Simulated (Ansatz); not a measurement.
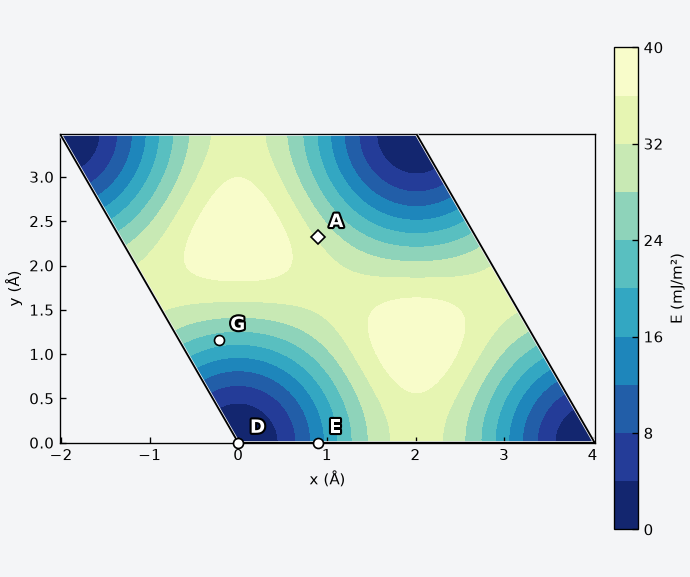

A bilayer of two Ge sheets of the honeycomb type (4 atoms in the cell). 
- The upper layer of a bilayer is slid over the lower one; relaxed at each slide: nothing; the origin of the map has Ge4 above Ge1; the distance between the facing planes is held at 4.25 Å.
- Places are given modulo a cell vector. The map is drawn in real space over the plane of the slide.
- The grid has 9 × 9 points; 19 points were computed and 62 follow by symmetry.
- All energies are given in mJ/m² relative to the lowest grid point.
- At a held distance the lowest stacking need not be the one that binds best once the distance relaxes.
- All numbers below come from Ansatz 0.2.0, DFT PBE+D3(BJ), scalar-relativistic, plane waves, PAW. Settings: cutoff 420 eV, k-mesh 9×9×1, gaussian smearing 0.1 eV, no spin polarisation.

The picture shows filled contours, the outline of one cell of the plane, lettered points. Between grid points the surface is interpolated.

**Is E the lowest point of the computed grid?**

No. E lies 14.0 mJ/m² above the lowest grid point, which is at (0/9, 0/9) of the cell vectors.

**What kind of point is each of A, D, E, G: minimum, saddle, maximum or slope?**

A: on a slope; D: minimum; E: on a slope; G: on a slope. (In these two coordinates alone; a stationary point may lie a little off the grid point.)

PAW datasets: the set soft_1.
